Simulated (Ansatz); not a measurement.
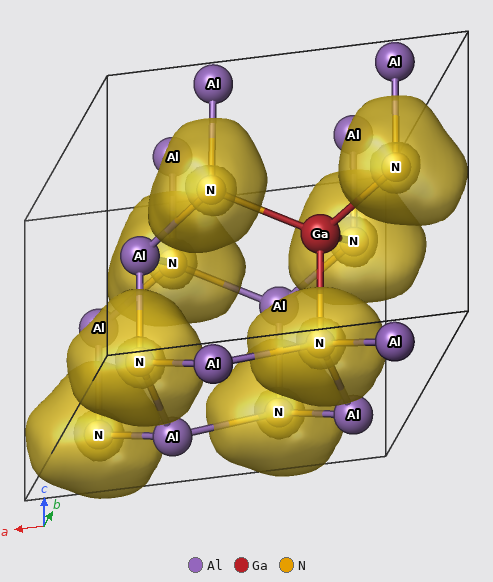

*Al$_{7}$GaN$_{8}$. Isosurface of the electron localisation function at 0.65 (yellow), seen at an oblique angle. Core shells and regions of very low density are left out. Sticks mark near contacts.*

Space group P3m1; a structure from a database of computed crystals, not necessarily the ambient phase.

Theory: DFT PBE, scalar-relativistic, plane waves, PAW (Ansatz).

Core electrons are frozen (PAW), and the valence fields are smoothed inside the atomic spheres.

```
CELL_PARAMETERS angstrom
-6.28016 0.00000 0.00000
3.14008 5.43877 0.00000
0.00000 0.00000 -5.05128
ATOMIC_POSITIONS crystal
Al 0.33381 0.16691 0.50278
Al 0.83309 0.16691 0.50278
Ga 0.33333 0.66667 0.50172
Al 0.83309 0.66619 0.50278
Al 0.66667 0.33333 0.00340
Al 0.16575 0.33150 0.00290
Al 0.66850 0.83425 0.00290
Al 0.16575 0.83425 0.00290
N 0.33379 0.16690 0.12340
N 0.83310 0.16690 0.12340
N 0.33333 0.66667 0.11041
N 0.83310 0.66621 0.12340
N 0.66667 0.33333 0.62266
N 0.16266 0.32533 0.62486
N 0.67467 0.83734 0.62486
N 0.16266 0.83734 0.62486
```

Question: What do the ELF domains correspond to?

Answer: The ELF exceeds this value in eight regions on N in which the atom's valence shell and bonds are merged, counted in one cell of 16 atoms. Any copies at cell faces, edges or corners count once. Along the contacts the grid gives the following. Al–N (1.90 Å): the ELF peaks at about 0.90 between the atoms; a shared but strongly polarised pair. Ga–N (1.96 Å): the ELF peaks at about 0.85 in the valence shell of N, 0.7 Å from its nucleus, and is about 0.45 at the midpoint.
